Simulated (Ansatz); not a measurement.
# Fe2Co3: geometry relaxation (part 2 of 2)

The same run, continued: Fe2Co3 (I4/mmm, 5 atoms in the cell); DFT PBE, scalar-relativistic, plane waves, PAW, spin-polarised (Ansatz 0.2.0); cutoff 420 eV, 20×20×20 k-mesh, Gaussian smearing of 0.2 eV, collinear spins. The structure was made by a generator, so it may or may not be a known phase.

Geometry of the input (Å; fractional positions):
```
-1.2666  1.2666  8.8006
1.2666  -1.2666  8.8006
1.2666  1.2666  -8.8006
Fe 0.8998  0.8998  -0.0000
Fe 0.1002  0.1002  -0.0000
Co 0.7026  0.7026  -0.0000
Co 0.2974  0.2974  0.0000
Co 0.5000  0.5000  0.0000
```

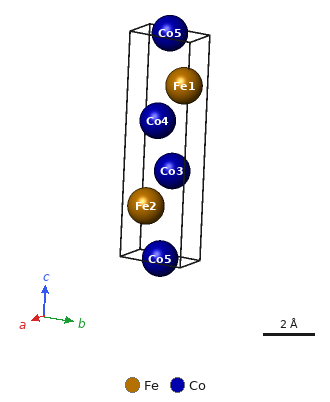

**Figure 1.** The geometry at step 3 of the log (spheres-only view of the reduced cell, seen slightly off an axis; atoms are numbered from 1 in the order of the input).

### Output, continued
```
relax step   5: F+E_penalty+E_count = -24339.30981501 eV  Δ(F+E_penalty+E_count) = -2.036e-5 eV  max|allowed force component| = 2.021e-3 eV/Å  Δτ_max = 0.0002 Å  P = +0.029 GPa  Ω = 56.471 Å³  energy of the carried Pulay correction = -7.652e-7 eV  (10 SCF iters, dr2 threshold 4.89e-9 eV, accepted)
Crystal: 5 atoms, lattice volume = 56.479 Å³
SCF 6 converged in 9 iterations: F = -24339.309809 eV  dr2 = 1.96e-9
relax step   6: F+E_penalty+E_count = -24339.30980903 eV  Δ(F+E_penalty+E_count) = +5.976e-6 eV  max|allowed force component| = 1.406e-5 eV/Å  Δτ_max = 0.0001 Å  P = -0.000 GPa  Ω = 56.479 Å³  energy of the carried Pulay correction = -7.932e-6 eV  (9 SCF iters, dr2 threshold 3.08e-9 eV, accepted)
Basis set: ecut = 420 eV, 1069 PW (Γ), FFT grids on a1+a3, a2+a3, a3, exchange–correlation on 36×36×120 points (8 copies of the dense FFT grid, shifted against one another)
Initial wavefunctions: pseudopotential atomic-orbital guess (no wavefunctions were taken with the density)
iter 1 solved again at ethr=5.76e-9 eV; its pass at ethr=3.10e-3 eV (dr2=4.78e-6 eV) is discarded
SCF iter   1: F=—  HF=-24339.309824 eV  |F-HF|=—  |Δ(HF+E_count)|=         —  Δρ=4.43e-6 (↑4.43e-6 ↓2.62e-6)  dr2=4.35e-9  dr2_m=1.19e-9  M=9.958 μB ∫|m|=10.643 μB  β_m=0.65  ethr=5.76e-9  ⟨swp⟩=4.0  Hψ=479244  notcnv=0
SCF iter   2: F=—  HF=-24339.309824 eV  |F-HF|=—  |Δ(HF+E_count)|=   3.75e-9  Δρ=1.49e-6 (↑1.49e-6 ↓7.26e-7)  dr2=2.61e-9  dr2_m=3.52e-10  M=9.958 μB ∫|m|=10.643 μB  β_m=0.56  ethr=5.24e-12  ⟨swp⟩=2.4  Hψ=128842  notcnv=0
SCF iter   3: F=—  HF=-24339.309824 eV  |F-HF|=—  |Δ(HF+E_count)|=   2.51e-9  Δρ=1.64e-6 (↑9.53e-7 ↓1.64e-6)  dr2=2.42e-8  dr2_m=3.49e-10  M=9.958 μB ∫|m|=10.643 μB  β_m=0.38  ethr=3.15e-12  ⟨swp⟩=2.0  Hψ=98609  notcnv=0  recentre
SCF iter   4: F=—  HF=-24339.309824 eV  |F-HF|=—  |Δ(HF+E_count)|=   1.92e-9  Δρ=6.19e-7 (↑2.86e-7 ↓6.19e-7)  dr2=3.49e-10  dr2_m=6.52e-11  M=9.958 μB ∫|m|=10.643 μB  β_m=0.41  ethr=3.15e-12  ⟨swp⟩=2.0  Hψ=96480  notcnv=0
SCF iter   5: F=—  HF=-24339.309824 eV  |F-HF|=—  |Δ(HF+E_count)|=  1.31e-10  Δρ=3.15e-7 (↑2.48e-7 ↓3.15e-7)  dr2=4.66e-11  dr2_m=2.24e-11  M=9.958 μB ∫|m|=10.643 μB  β_m=0.43  ethr=1.00e-12  ⟨swp⟩=1.1  Hψ=74197  notcnv=0
SCF iter   6: F=—  HF=-24339.309824 eV  |F-HF|=—  |Δ(HF+E_count)|=  6.91e-11  Δρ=1.15e-7 (↑9.59e-8 ↓1.15e-7)  dr2=1.97e-12  dr2_m=4.75e-12  M=9.958 μB ∫|m|=10.643 μB  β_m=0.45  ethr=1.00e-12  ⟨swp⟩=1.0  Hψ=73074  notcnv=0
SCF iter   7: F=—  HF=-24339.309824 eV  |F-HF|=—  |Δ(HF+E_count)|=  7.28e-12  Δρ=6.65e-8 (↑4.06e-8 ↓6.65e-8)  dr2=1.18e-12  dr2_m=1.21e-12  M=9.958 μB ∫|m|=10.643 μB  β_m=0.61  ethr=1.00e-12  ⟨swp⟩=1.0  Hψ=73074  notcnv=0
SCF iter   8: F=—  HF=-24339.309824 eV  |F-HF|=—  |Δ(HF+E_count)|=  7.28e-12  Δρ=4.07e-8 (↑4.07e-8 ↓2.15e-8)  dr2=3.06e-13  dr2_m=3.90e-13  M=9.958 μB ∫|m|=10.643 μB  β_m=0.68  ethr=1.00e-12  ⟨swp⟩=1.0  Hψ=73074  notcnv=0
SCF iter   9: F=—  HF=-24339.309824 eV  |F-HF|=—  |Δ(HF+E_count)|=    0.00e0  Δρ=1.57e-8 (↑1.31e-8 ↓1.57e-8)  dr2=3.66e-13  dr2_m=3.43e-14  M=9.958 μB ∫|m|=10.643 μB  β_m=0.62  ethr=1.00e-12  ⟨swp⟩=1.0  Hψ=73074  notcnv=0
SCF iter  10: F=—  HF=-24339.309824 eV  |F-HF|=—  |Δ(HF+E_count)|=    0.00e0  Δρ=4.38e-8 (↑1.57e-8 ↓4.38e-8)  dr2=3.57e-12  dr2_m=1.21e-13  M=9.958 μB ∫|m|=10.643 μB  β_m=0.63  ethr=1.00e-12  ⟨swp⟩=1.0  Hψ=73074  notcnv=0
SCF iter  11: F=-24339.309824 eV  HF=-24339.309824 eV  |F-HF|=1.09e-11  |Δ(HF+E_count)|=  1.09e-11  Δρ=2.50e-8 (↑9.40e-9 ↓2.50e-8)  dr2=7.40e-13  dr2_m=4.05e-14  M=9.958 μB ∫|m|=10.643 μB  ethr=1.00e-12  ⟨swp⟩=2.6  Hψ=209280  notcnv=0
SCF 7 converged in 11 iterations: F = -24339.309824 eV  dr2 = 7.40e-13
relax step   7: F+E_penalty+E_count = -24339.30982379 eV  Δ(F+E_penalty+E_count) = -1.476e-5 eV  max|allowed force component| = 2.046e-5 eV/Å  Δτ_max = 0.0000 Å  P = +0.000 GPa  Ω = 56.479 Å³  stress off target by 1.31e-3 GPa  SCF on the basis re-selected at this cell (its energy is not comparable with the rows above)  (11 SCF iters)
basis re-selected at this cell: Δ(F+E_penalty+E_count) = -1.476e-5 eV, ΔP = +0.000 GPa vs the last step (what re-selecting the basis moved, of the pressure what is left beyond the Pulay correction that the steps carried, after the strain that the cell walked since its last selection, with what the two solves' SCF thresholds leave and, on support functions, any second-order correction that the steps lacked; it is no measure of the basis error at this ecutwfc). The dense FFT grid was sized anew with the basis: this SCF ran on 18×18×60 points, the steps before it on 18×18×64, so part of this shift can come from that change (see relax.cell in the input reference). This SCF's stress stands 1.31e-3 GPa from its target on what of the cell is left free (relax.cell.stress_tol is 1.00e-2 GPa) and its largest allowed force component is 2.05e-5 eV/Å (relax.f_tol is 1.00e-3 eV/Å): within both
SCF converged after 11 iterations
Magnetization: 9.9581 μB (46.4790 up, 36.5210 down)
Absolute magnetization: 10.6450 μB (∫|ρ↑−ρ↓|, with the PAW one-centre terms)
Spin contamination: 0.1770 ħ² per cell (⟨S²⟩ above its minimum at these occupations)
Per-site moments (μB) at R_I (Å): [(2.596630549478467, 1.0362902642725251), (2.5966305494784665, 1.0362902642725251), (1.7225323810236544, 1.0094515537183624), (1.7225323810236548, 1.0094515537183624), (1.6082238702256129, 1.0362902642725251)]
Free energy (F): -24339.309824 eV
Harris-Foulkes:  -24339.309824 eV  (|F-HF|=1.09e-11)
Internal energy: -24339.210331 eV  (E = F + TS)
E sigma→0 (E₀):  -24339.260078 eV
Entropy (-TS):   -0.099492 eV (-19.898 meV/atom)
Fermi energy:    18.228979 eV
--- Per-component energies (eV) ---
  E_band       = -1189.614619
  E_kinetic    = 2058.606425
  E_local      = -12835.677649  (includes V_loc(G=0)·N_el)
  E_nonlocal   = 1802.893768
  E_hartree    = 5384.137526
  E_xc         = -711.638784
  E_vxc        = -917.591610  (∫ρ·V_xc dr)
  E_paw        = -7279.976318  (= ΣΔE_a)
  E_vpaw       = -2066.122421  (= ΣTr[D̂ρ^β])
  E_aug_tail   = 0.001846  (compensation charges beyond the density's cutoff)
  E_ewald      = -12757.557145
  E_smearing   = -0.099492  (= −TS)
  E_closure    = 0.000000  (closes the sum)
  Σ components = -24339.309824   (vs F -24339.309824, Δ=0.00e0)
--- Forces (eV/Å), atoms counted from 1 ---
  atom   1  Fe     0.00000000    -0.00000000     0.00000695
  atom   2  Fe    -0.00000000     0.00000000    -0.00000695
  atom   3  Co    -0.00000000     0.00000000    -0.00002046
  atom   4  Co     0.00000000     0.00000000     0.00002046
  atom   5  Co     0.00000000    -0.00000000    -0.00000000
  max |Σ_I F_I| component: 5.42e-19 eV/Å
--- Stress (GPa, compression-positive) ---
        0.000796       0.000000       0.000000
        0.000000       0.000796       0.000000
        0.000000       0.000000      -0.001308
  P = ⅓ Tr σ = 0.0001 GPa (0.001 kbar)
--- Band table (eV; the first three rows and the last of 1282) ---
  k-point 0 ↑: bands = ["-77.8712", "-77.8269", "-77.5810", "-70.0790", "-70.0790", "-41.1846", "-41.0709", "-41.0709", "-41.0230", "-40.9938", "-40.9938", "-40.8058", "-40.7854", "-40.7854", "-36.1608", "-36.1550", "-35.9890", "-35.9890", "-35.9886", "-35.9886", "9.4206", "11.3305", "11.4549", "13.1132", "13.2014", "13.8169", "13.9627", "14.9371", "15.0883", "15.6387", "15.6387", "15.7746", "16.1130", "16.2642", "16.2649", "16.2649", "16.3417", "16.3417", "16.5745", "16.7481", "16.9236", "16.9999", "17.3859", "17.5093", "17.5744", "17.5744", "17.7290", "17.7290", "18.9055", "19.0488", "30.7662", "30.8715", "33.0877", "33.0877", "33.2842", "33.2842", "37.4039"]
  k-point 1 ↑: bands = ["-77.8700", "-77.8268", "-77.5804", "-70.0779", "-70.0779", "-41.1835", "-41.0771", "-41.0744", "-41.0190", "-40.9979", "-40.9963", "-40.8051", "-40.7887", "-40.7885", "-36.1597", "-36.1541", "-35.9937", "-35.9935", "-35.9934", "-35.9930", "9.5489", "11.4367", "11.5634", "13.1867", "13.2770", "13.8603", "14.0078", "14.9472", "15.0900", "15.5918", "15.6741", "15.8127", "15.9683", "16.0740", "16.2669", "16.3475", "16.3903", "16.4234", "16.5992", "16.7473", "16.9806", "17.0391", "17.1526", "17.1792", "17.4644", "17.5204", "17.5751", "17.7285", "19.3868", "19.4698", "30.8111", "30.9068", "32.3811", "32.5831", "32.7023", "32.8800", "36.7235"]
  k-point 2 ↑: bands = ["-77.8665", "-77.8264", "-77.5783", "-70.0746", "-70.0746", "-41.1804", "-41.0904", "-41.0845", "-41.0118", "-41.0095", "-41.0037", "-40.8031", "-40.7981", "-40.7973", "-36.1564", "-36.1517", "-36.0074", "-36.0072", "-36.0064", "-36.0059", "9.9272", "11.7461", "11.8795", "13.3946", "13.4907", "13.9902", "14.1430", "14.9686", "15.0889", "15.4558", "15.7183", "15.8783", "15.8818", "15.9256", "16.2859", "16.2903", "16.3732", "16.4137", "16.5451", "16.5541", "16.5568", "16.7903", "17.1925", "17.2181", "17.3040", "17.3710", "17.5774", "17.7273", "20.2466", "20.2879", "30.8828", "30.9033", "30.9782", "31.1874", "31.9783", "32.0667", "35.1059"]
  k-point 640 ↓: bands = ["-75.7661", "-75.7191", "-75.6015", "-67.0458", "-67.0458", "-39.1396", "-39.0130", "-39.0130", "-38.9644", "-38.9298", "-38.9298", "-38.9034", "-38.8366", "-38.8366", "-33.1690", "-33.1627", "-33.0307", "-33.0307", "-33.0303", "-33.0303", "9.9381", "10.1541", "13.3826", "13.5031", "14.5241", "15.1395", "15.7982", "16.1880", "17.3598", "17.3690", "17.3690", "17.5247", "17.7178", "17.7178", "17.8483", "18.4315", "18.6180", "18.6328", "18.6328", "18.9731", "19.0079", "19.1175", "19.2211", "19.3630", "19.3630", "20.2024", "20.2024", "20.2992", "20.4109", "21.1498", "29.2099", "32.6163", "32.6163", "35.6583", "35.6583", "36.0631", "36.0706"]
--- Relaxed structure (6 steps of the walk, 6 accepted, 1 SCFs on fresh bases) ---
  F+E_penalty+E_count = -24339.30982379 eV   max|allowed force component| = 2.046e-5 eV/Å   (the final SCF, on the basis selected at the relaxed cell)
  cell:  # Å, volume = 56.4787 Å³
    - [-1.267792467675912, 1.267792467675912, 8.784724824965863]
    - [1.267792467675912, -1.267792467675912, 8.784724824965863]
    - [1.267792467675912, 1.267792467675912, -8.784724824965863]
  atoms:
    - { symbol: Fe, position: [0.8998415124096298, 0.8998415124096298, -9.813359889605975e-36] }
    - { symbol: Fe, position: [0.10015848759037013, 0.10015848759037013, -5.610370589049759e-36] }
    - { symbol: Co, position: [0.7026016744200946, 0.7026016744200946, -6.683027150465703e-36] }
    - { symbol: Co, position: [0.29739832557990536, 0.29739832557990536, -1.2789356113221791e-37] }
    - { symbol: Co, position: [0.5, 0.5, -1.179552504267424e-35] }
--- Löwdin populations: 5 sites ---
  site symbol       q [e]    m [muB]
     0     Fe     15.7751     2.6448
     1     Fe     15.7751     2.6448
     2     Co     16.7710     1.7049
     3     Co     16.7710     1.7049
     4     Co     16.7765     1.5997
  spilling = 0.013631 (of n_electrons = 83.000000)
```

### File populations.tsv
```
# site	symbol	l	j	q_up	q_dn
# orbitals = lowdin
# n_electrons = 83.000000
# spilling = 0.013631
0	Fe	0_3S	-	0.993505	0.993889
0	Fe	0_4S	-	0.455674	0.485528
0	Fe	1_3P	-	2.998597	2.998272
0	Fe	2_3D	-	4.762163	2.087477
1	Fe	0_3S	-	0.993505	0.993889
1	Fe	0_4S	-	0.455674	0.485528
1	Fe	1_3P	-	2.998597	2.998272
1	Fe	2_3D	-	4.762163	2.087477
2	Co	0_3S	-	0.993702	0.993929
2	Co	0_4S	-	0.457007	0.499662
2	Co	1_3P	-	2.998813	2.998593
2	Co	2_3D	-	4.788433	3.040828
3	Co	0_3S	-	0.993702	0.993929
3	Co	0_4S	-	0.457007	0.499662
3	Co	1_3P	-	2.998813	2.998593
3	Co	2_3D	-	4.788433	3.040828
4	Co	0_3S	-	0.993692	0.993790
4	Co	0_4S	-	0.445163	0.496814
4	Co	1_3P	-	2.998806	2.998416
4	Co	2_3D	-	4.750424	3.099409
```

### Trajectory as extended XYZ (Å, eV, eV/Å), 7 frames, from step=1 to step=7
```
5
Lattice="-1.2666 1.2666 8.8006 1.2666 -1.2666 8.8006 1.2666 1.2666 -8.8006" Properties=species:S:1:pos:R:3:forces:R:3 step=1 energy=-24339.30979 pressure_GPa=0.00
Fe    0.0000    0.0000   15.8370    0.0000   0.0000   0.0043
Fe    0.0000    0.0000    1.7641    0.0000   0.0000  -0.0043
Co    0.0000    0.0000   12.3671    0.0000   0.0000  -0.0018
Co    0.0000    0.0000    5.2341    0.0000   0.0000   0.0018
Co    0.0000    0.0000    8.8006    0.0000   0.0000   0.0000
5
Lattice="-1.2666 1.2666 8.7996 1.2666 -1.2666 8.7996 1.2666 1.2666 -8.7996" Properties=species:S:1:pos:R:3:forces:R:3 step=2 energy=-24339.30980 pressure_GPa=0.00
Fe    0.0000    0.0000   15.8355    0.0000   0.0000   0.0029
Fe    0.0000    0.0000    1.7637    0.0000   0.0000  -0.0029
Co    0.0000    0.0000   12.3656    0.0000   0.0000  -0.0012
Co    0.0000    0.0000    5.2336    0.0000   0.0000   0.0012
Co    0.0000    0.0000    8.7996    0.0000   0.0000   0.0000
5
Lattice="-1.2673 1.2673 8.7909 1.2673 -1.2673 8.7909 1.2673 1.2673 -8.7909" Properties=species:S:1:pos:R:3:forces:R:3 step=3 energy=-24339.30981 pressure_GPa=0.00
Fe    0.0000    0.0000   15.8207    0.0000   0.0000  -0.0013
Fe    0.0000    0.0000    1.7610    0.0000   0.0000   0.0013
Co    0.0000    0.0000   12.3528    0.0000   0.0000   0.0022
Co    0.0000    0.0000    5.2289    0.0000   0.0000  -0.0022
Co    0.0000    0.0000    8.7909    0.0000   0.0000   0.0000
5
Lattice="-1.2679 1.2679 8.7852 1.2679 -1.2679 8.7852 1.2679 1.2679 -8.7852" Properties=species:S:1:pos:R:3:forces:R:3 step=4 energy=-24339.30980 pressure_GPa=-0.04
Fe    0.0000    0.0000   15.8104    0.0000   0.0000   0.0015
Fe    0.0000    0.0000    1.7600    0.0000   0.0000  -0.0015
Co    0.0000    0.0000   12.3451    0.0000   0.0000  -0.0001
Co    0.0000    0.0000    5.2253    0.0000   0.0000   0.0001
Co    0.0000    0.0000    8.7852    0.0000   0.0000   0.0000
5
Lattice="-1.2678 1.2678 8.7831 1.2678 -1.2678 8.7831 1.2678 1.2678 -8.7831" Properties=species:S:1:pos:R:3:forces:R:3 step=5 energy=-24339.30982 pressure_GPa=0.03
Fe    0.0000    0.0000   15.8069    0.0000   0.0000  -0.0003
Fe    0.0000    0.0000    1.7594    0.0000   0.0000   0.0003
Co    0.0000    0.0000   12.3422    0.0000   0.0000  -0.0020
Co    0.0000    0.0000    5.2241    0.0000   0.0000   0.0020
Co    0.0000    0.0000    8.7831    0.0000   0.0000   0.0000
5
Lattice="-1.2678 1.2678 8.7847 1.2678 -1.2678 8.7847 1.2678 1.2678 -8.7847" Properties=species:S:1:pos:R:3:forces:R:3 step=6 energy=-24339.30981 pressure_GPa=-0.00
Fe    0.0000    0.0000   15.8097    0.0000   0.0000   0.0000
Fe    0.0000    0.0000    1.7597    0.0000   0.0000   0.0000
Co    0.0000    0.0000   12.3443    0.0000   0.0000   0.0000
Co    0.0000    0.0000    5.2251    0.0000   0.0000   0.0000
Co    0.0000    0.0000    8.7847    0.0000   0.0000   0.0000
5
Lattice="-1.2678 1.2678 8.7847 1.2678 -1.2678 8.7847 1.2678 1.2678 -8.7847" Properties=species:S:1:pos:R:3:forces:R:3 step=7 energy=-24339.30982 pressure_GPa=0.00
Fe    0.0000    0.0000   15.8097    0.0000   0.0000   0.0000
Fe    0.0000    0.0000    1.7597    0.0000   0.0000   0.0000
Co    0.0000    0.0000   12.3443    0.0000   0.0000   0.0000
Co    0.0000    0.0000    5.2251    0.0000   0.0000   0.0000
Co    0.0000    0.0000    8.7847    0.0000   0.0000   0.0000
```

### Key numbers

- outcome: converged
- space group (tolerance 0.01 Å): I4/mmm (139)
- electrons treated: 83
- free energy: −24339.3098 eV
- Fermi energy: 18.229 eV
- gap on the k-point mesh: none (metallic)
- net moment of the cell: 9.96 μB
- integrated absolute moment: 10.65 μB
- pressure: 0.00 GPa
- final volume: 56.48 Å³
- largest force (length of the vector) at the end: under 0.001 eV/Å
- final cell: a = 8.966 Å, b = 8.966 Å, c = 8.966 Å, α = 163.74°, β = 163.74°, γ = 23.07°
- hardware: 4 threads of Arm Neoverse V1, 24 GiB of memory available, shared host
- wall time: 11 min (CPU time 42 min)
- peak memory: 2.9 GiB
